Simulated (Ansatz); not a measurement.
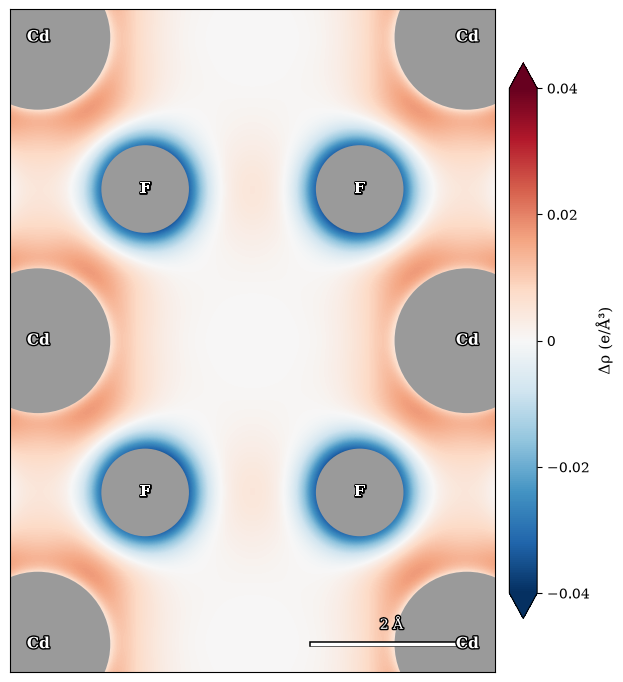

CdF2: difference of two self-consistent densities at the same geometry, ρ(PBEsol) − ρ(r2SCAN), on the (110) plane of the conventional cell. Grey discs cover the cores, where the PAW densities can't be compared. Cores are masked to 0.9 Å (Cd) and 0.6 Å (F).

Space group Fm-3m.

Both runs: Ansatz, scalar-relativistic, plane waves and PAW, same cutoff, k-points and PAW files (made with PBE).

Question: What differs between the two levels of theory?

Answer: Against r2SCAN, and outside the masked cores, the largest gain, 0.016 e/Å³, lies 1.1 Å from a cadmium nucleus and 1.2 Å from a fluorine one, and the largest loss lies at the edge of the masked core of F.
Bader charges are Cd +1.53 and F −0.77 e with r2SCAN and Cd +1.46 and F −0.73 e with PBEsol.
At this volume the pressure is 0 GPa with r2SCAN and 0 GPa with PBEsol.
The gap on the mesh is 3.80 eV with r2SCAN and 2.94 eV with PBEsol.

Run times: 30 s (PBEsol) and 37 s (base cell), on 1 thread of Arm Neoverse N1, with other jobs on the host.
